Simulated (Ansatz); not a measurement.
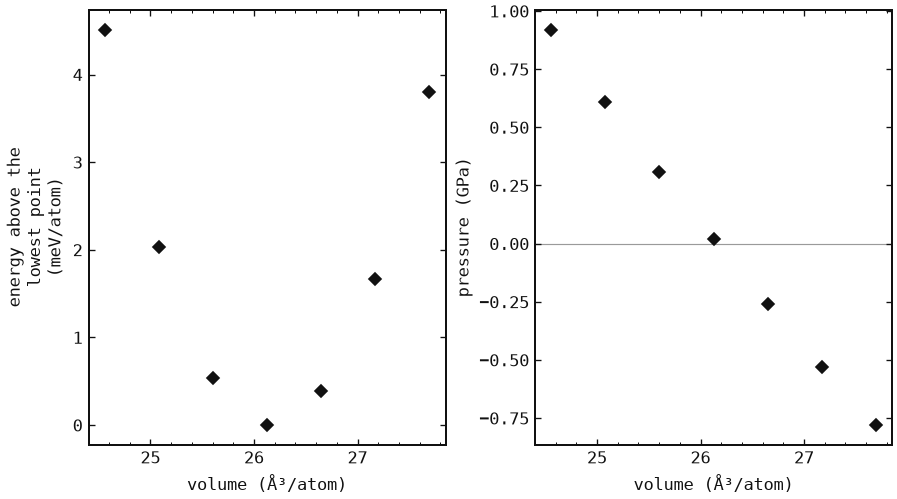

Plotted: energy above the lowest point and pressure against volume for Eu, space group Im-3m (No. 229) (one of a set of cubic test structures, which need not be the stable phase).

Computed with Ansatz 0.2.0 development build: equation of state of a cubic crystal from periodic Kohn-Sham density functional theory without spin; pressure corrected for the finite basis. Level: PBE.

```tsv
setting	value
structure type	bcc
atoms in cell	1
space group number	229
lattice centring	body-centred primitive
k mesh	14×14×14
occupation method	Fermi–Dirac
occupation width	0.06123 eV
wave cutoff	700 eV
datasets	hard PAW
density tolerance	1e-09 eV
bands	21
density cutoff ratio	4
search for lower states	default
```

### Where is the energy above the lowest point lowest, and are there other minima?

The lowest computed point is at volume 26.13 Å³/atom (0.000 meV/atom), in a single well.

### How does the pressure vary with volume?

It falls from 0.92 GPa at volume 24.56 Å³/atom to −0.78 GPa at 27.69 Å³/atom, and changes sign near 26.16 Å³/atom.

Note: modest k-mesh, values are not fully converged in k; open f shell treated without spin.
